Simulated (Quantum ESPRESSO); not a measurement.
**A series of single points on Zr**

System: Zr (P6₃/mmc, 2 atoms in the cell).
Method: Kohn-Sham DFT of a periodic cell, PBE, SSSP 1.3 efficiency PBE, no spin polarisation (Quantum ESPRESSO 7.5).

The 7 runs differ only in the geometry, by an even scaling of the cell at fixed fractional positions. The structure derives from an entry of the Crystallography Open Database.

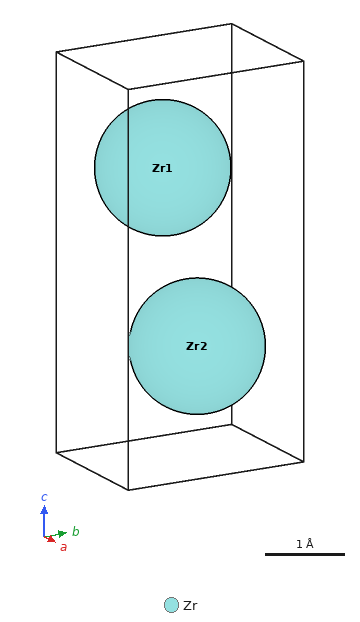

Figure 1. The structure of run 4 (spheres-only view of the cell of the calculation, seen slightly off an axis; atoms are numbered from 1 in the order of the input).

**Input of run 4**
```
&CONTROL
  calculation = 'scf'
  prefix = 'pwscf'
  outdir = './tmp'
  pseudo_dir = './pseudo'
  tprnfor = .true.
  tstress = .true.
  disk_io = 'low'
/
&SYSTEM
  ibrav = 0
  nat = 2
  ntyp = 1
  ecutwfc = 55
  ecutrho = 440
  nbnd = 19
  occupations = 'smearing'
  smearing = 'fd'
  degauss = 0.00367493
/
&ELECTRONS
  conv_thr = 4d-10
  electron_maxstep = 120
  mixing_beta = 0.5
/
ATOMIC_SPECIES
Zr    91.2240 Zr_pbe_v1.uspp.F.UPF
CELL_PARAMETERS angstrom
   3.2320000000    0.0000000000    0.0000000000
  -1.6160000000    2.7989941050    0.0000000000
   0.0000000000    0.0000000000    5.1470000000
ATOMIC_POSITIONS crystal
Zr     0.6666666667    0.3333333333    0.7500000000
Zr     0.3333333333    0.6666666667    0.2500000000
K_POINTS automatic
9 9 5 0 0 0
```

**File pp_density.in of run 4**
```
&INPUTPP
  prefix = 'pwscf'
  outdir = './tmp'
  filplot = 'density.dat'
  plot_num = 0
/
&PLOT
  nfile = 1
  filepp(1) = 'density.dat'
  iflag = 3
  output_format = 6
  fileout = 'density.cube'
/
```

**File pp_potential.in of run 4**
```
&INPUTPP
  prefix = 'pwscf'
  outdir = './tmp'
  filplot = 'potential.dat'
  plot_num = 11
/
&PLOT
  nfile = 1
  filepp(1) = 'potential.dat'
  iflag = 3
  output_format = 6
  fileout = 'potential.cube'
/
```

Command:
```bash
OMP_NUM_THREADS=1 pw.x -in pw.in > pw.out
OMP_NUM_THREADS=1 pp.x -in pp_density.in > pp_density.out
OMP_NUM_THREADS=1 pp.x -in pp_potential.in > pp_potential.out
```

Run 2 has the same physical settings and fractional positions; its lattice vectors (Å) are:
```
   3.188319    0.000000    0.000000
  -1.594159    2.761165    0.000000
   0.000000    0.000000    5.077437
```

**Results, with one run withheld**

```csv
run,volume per atom (Å³),"free energy per atom, from the lowest run given (meV)",pressure (GPa)
1,21.884,31.36,6.99
2,22.350,?,?
3,22.815,4.21,2.44
4,23.281,0.00,0.44
5,23.746,1.37,−1.40
6,24.212,7.87,−3.09
7,24.678,19.08,−4.64
```

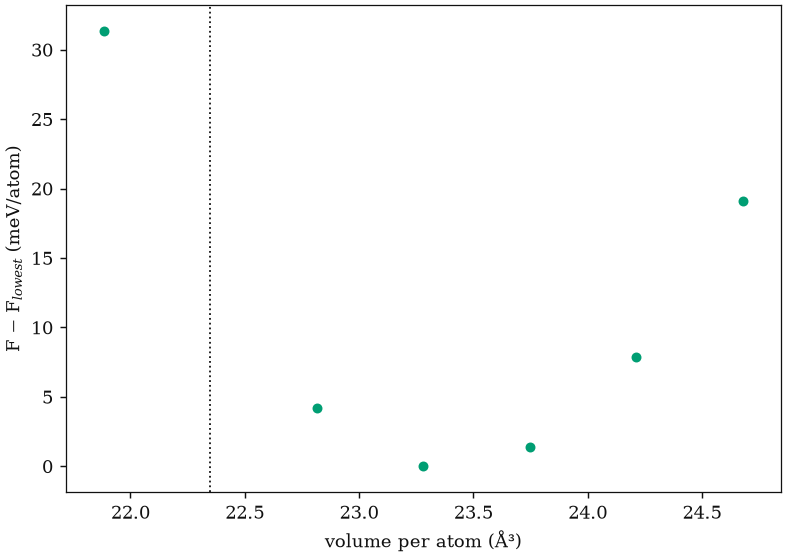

Figure 2. Free energy per atom of the runs given; the dotted line marks run 2.

What should run 2 give?

A cubic polynomial in V^(−2/3) (the Birch–Murnaghan form), fitted to the 6 runs given, misses them by under 0.01 meV per atom. With x = V^(−2/3) − 0.12221 Å⁻², it reads F = −0.15709 − 93.996 x + 1.0376e+06 x² − 3.1445e+06 x³ (meV per atom). At run 2 it gives 14.47 meV per atom, and the run itself gives 14.48. The slope of the fit gives a pressure −dF/dV of 4.64 GPa there, and the run prints 4.62 GPa. The fit has its minimum at 23.394 Å³ per atom, where V d²F/dV² gives 94.4 GPa. Cell shape and fractional positions are held, so this is the stiffness under even scaling; the relaxed bulk modulus wasn't computed.

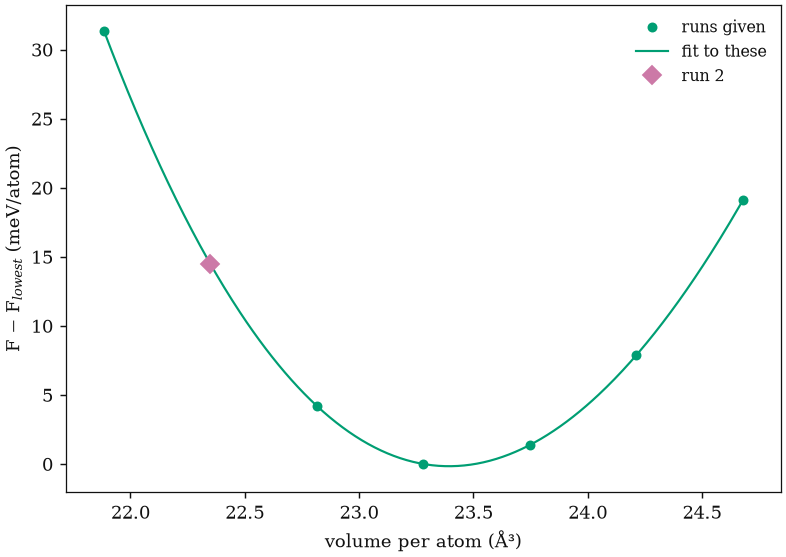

Figure 3. The fit and the withheld run.

**Some lines of the output (run 2)**
```
[...]
     unit-cell volume          =     301.6444 (a.u.)^3
     number of k points=    36  Fermi-Dirac smearing, width (Ry)=  0.0037
     total energy              =    -198.30175124 Ry
     total energy              =    -198.30439541 Ry
     total energy              =    -198.30472682 Ry
     total energy              =    -198.30474363 Ry
     total energy              =    -198.30474519 Ry
     total energy              =    -198.30474584 Ry
     total energy              =    -198.30474585 Ry
     the Fermi energy is    14.8531 ev
!    total energy              =    -198.30474585 Ry
     The total energy is F=E-TS. E is the sum of the following terms:
     Computing stress (Cartesian axis) and pressure
          total   stress  (Ry/bohr**3)                   (kbar)     P=       46.22
```

Notes on the run: negative rho.
